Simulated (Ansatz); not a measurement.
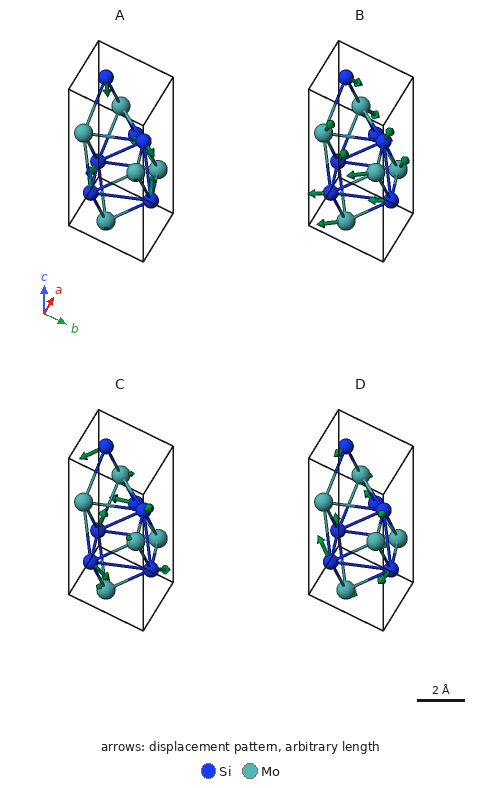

Four optical modes of solid Si2Mo at the zone centre, in no order (one member of each degenerate set). The green arrows are the displacements of the atoms (eigenvector over the root of the mass), of arbitrary overall length and sign. Style: ball-and-stick. Shown: the cell of the calculation, from a free direction.

Theory: DFT PBEsol, scalar-relativistic, plane waves, PAW in Ansatz 0.2.0. Set-up: plane-wave cutoff 420 eV; k-point mesh 12 × 12 × 6; occupations gaussian; smearing width 0.15 eV; no spin polarisation.

Frequencies are those without the non-analytic (LO–TO) term.

### Rank the modes by frequency, softest first.

B (211 cm⁻¹), C (286 cm⁻¹), D (356 cm⁻¹), A (417 cm⁻¹). B, E₁: The kinetic energy is shared as Mo 72 %, Si 28 %. C, B₁: Atoms of one kind move against one another, with no net shift of any sublattice; the kinetic energy is shared as Si 87 %, Mo 13 %. D, E₁: The kinetic energy is shared as Si 80 %, Mo 20 %. A, E₂: Atoms of one kind move against one another, with no net shift of any sublattice; it stretches the shortest Si–Si bonds (2.55 Å); the kinetic energy is shared as Si 99 %, Mo 1 %.
